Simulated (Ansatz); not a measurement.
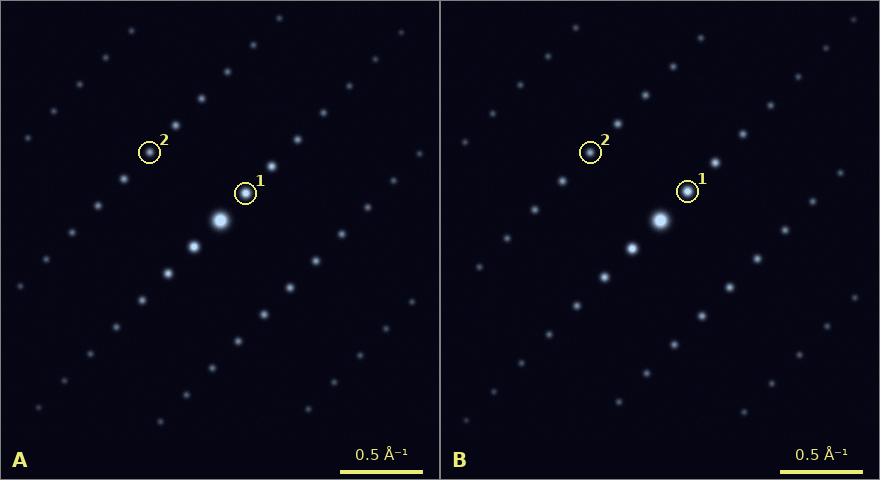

Kinematic electron diffraction patterns (200 kV, B = 0.5 Å², same scale) along [1-10] of the run's own cell, for the start and the end of one relaxation of S with Ansatz, DFT PBE, scalar-relativistic, plane waves, PAW. k mesh 32×32×32. The start is a generated model structure, and the relaxation ends in the nearest stationary point of its symmetry, not necessarily the ground state. Spot 1 is -1 -1 1 and spot 2 is 0 0 -1 in both.

Start structure:

```yaml
crystal:
  lattice:
    - [-1.18716, 1.18716, 4.09258]
    - [1.18716, -1.18716, 4.09258]
    - [1.18716, 1.18716, -4.09258]
  atoms:
    - { symbol: S, position: [0.00000, 0.00000, 0.00000] }
```

Which pattern belongs to the start structure, and which to the relaxed one?

Answer. B is the start: its cell gives d(1) = 4.093 Å, d(2) = 1.679 Å and an angle of 90.0°. A is the relaxed structure, with d(1) = 4.374 Å (+6.9 %), d(2) = 1.671 Å (-0.5 %) and 90.0°.

Summarise the relaxation behind the change.

Answer. The volume changed by +5.9 % to 24.43 Å³ an atom; the fractional coordinates hardly changed; the space group stayed I4/mmm (No. 139); the free energy fell by 1.9 meV an atom. Relaxed cell: a = 4.682 Å, b = 4.682 Å, c = 4.682 Å, α = 150.76°, β = 150.76°, γ = 41.83°.
